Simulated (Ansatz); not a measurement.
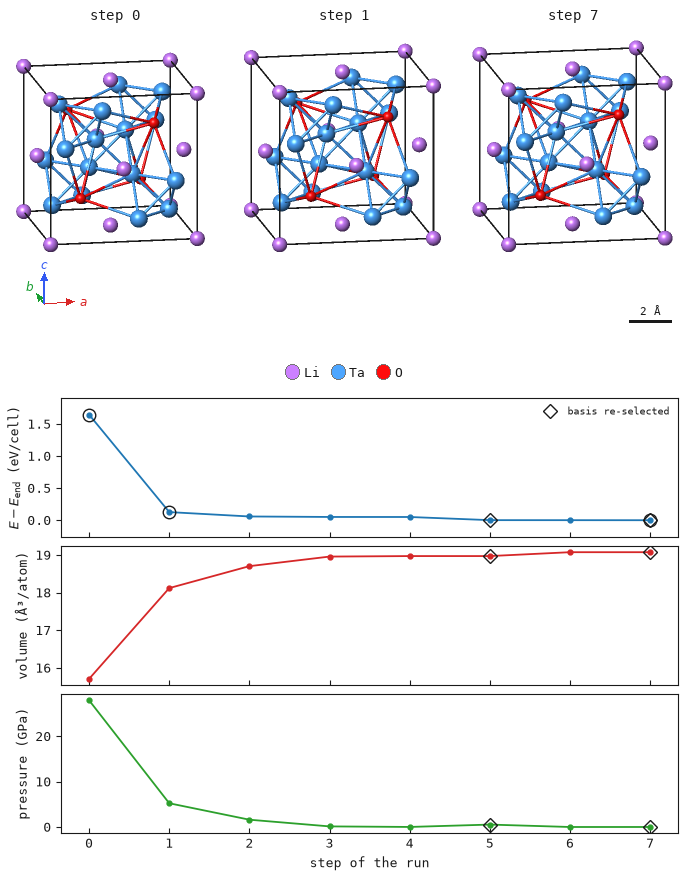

Frames of a relaxation of solid LiTa$_{4}$O (a generated structure, set up in F-43m) (coarse preliminary run), marked on the history of the run. A ball-and-stick model of the conventional cell (4 times the calculation's cell), seen slightly off an axis. Lengths and directions refer to the drawn axes.

Theory: Ansatz 0.2.0, DFT PBE, scalar-relativistic, plane waves, PAW. (plane-wave cutoff 420 eV; k-point mesh 4 × 4 × 4; occupations gaussian; smearing width 0.1 eV; no spin polarisation; cell and atoms relaxed; force threshold 0.04 eV/Å; at most 70 steps)

### What happens along the run?

Over 5 accepted moves (7 points after the start) the energy falls by 1.645 eV per cell of the calculation. The largest force component goes from 1.3 to 0.00029 eV/Å. Pressure: 27.93 GPa at the start and 0.00 GPa at the end. The SCF was repeated twice at an unchanged geometry on a basis and grid sized afresh for the cell, which shifted the energy by 49.1 meV per cell of the calculation at most. The largest moves relative to the cell, 0.047 Å, are those of Ta atoms. O and Li stay in place. The volume changes by +21.4 %, with a = b = c 7.224 → 7.707 Å (+6.7 %). Near-neighbour distances that change, for instance: Ta–Ta 2.541 → 2.788 Å, O–Ta 2.993 → 3.202 Å, Ta–Ta 2.567 → 2.662 Å. The space group stays F-43m (No. 216). From step 0 to 1: Ta atoms move most (0.05 Å), volume +15.4 %, energy −1.519 eV per cell of the calculation. From step 1 to 7: volume +5.3 %, energy −0.126 eV per cell of the calculation.

```csv
step,"E − E(0), meV/atom","largest force component, eV/Å","pressure, GPa","volume, Å³/atom",note
0,0.00,1.2687,27.93,15.707,
1,-253.09,0.1040,5.23,18.120,
2,-264.45,0.1126,1.61,18.703,
3,-265.72,0.0572,0.13,18.958,
4,-265.80,0.0084,0.01,18.971,
5,-273.99,0.0088,0.53,18.971,"same geometry, new basis"
6,-274.06,0.0003,0.00,19.074,
7,-274.17,0.0003,0.00,19.074,"same geometry, new basis"
```
